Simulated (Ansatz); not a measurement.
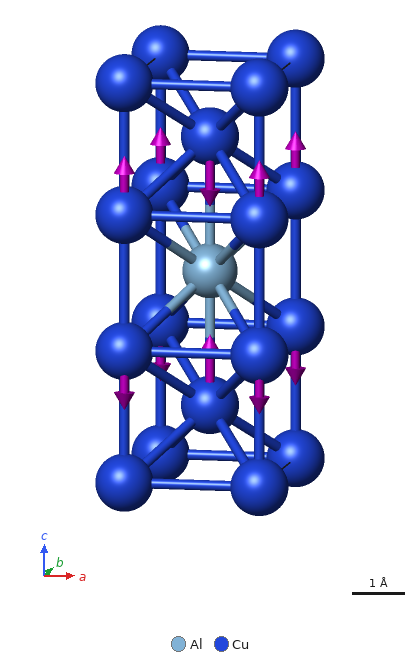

Phonons of solid AlCu₅ (a generated structure), space group Pmmm (No. 47), at the zone centre. The optical levels lie at 85, 91, 111, 131, 149, 163, 168 (×2), 188, 195, 198, 217, 218, 275, 279 cm⁻¹. One mode is drawn. Displacements are drawn as purple arrows; their common scale and sign are arbitrary. Style: ball-and-stick. Shown: the cell of the calculation, slightly off an axis.

Method: DFT PBE, scalar-relativistic, plane waves, PAW (Ansatz 0.2.0). (plane-wave cutoff 420 eV; k-point mesh 16 × 12 × 6; occupations fermi dirac; smearing width 0.15 eV; no spin polarisation)

The frequencies depend somewhat on the k-mesh and the smearing.

**Which of these frequencies is the drawn mode's?**

The level at 198 cm⁻¹. This is the A_g mode, optical level 10 of 14, counted from below, Raman-active by symmetry. The Al and Cu (1a) atoms stay at rest; all motion is along c; atoms of one kind move against one another, with no net shift of any sublattice.
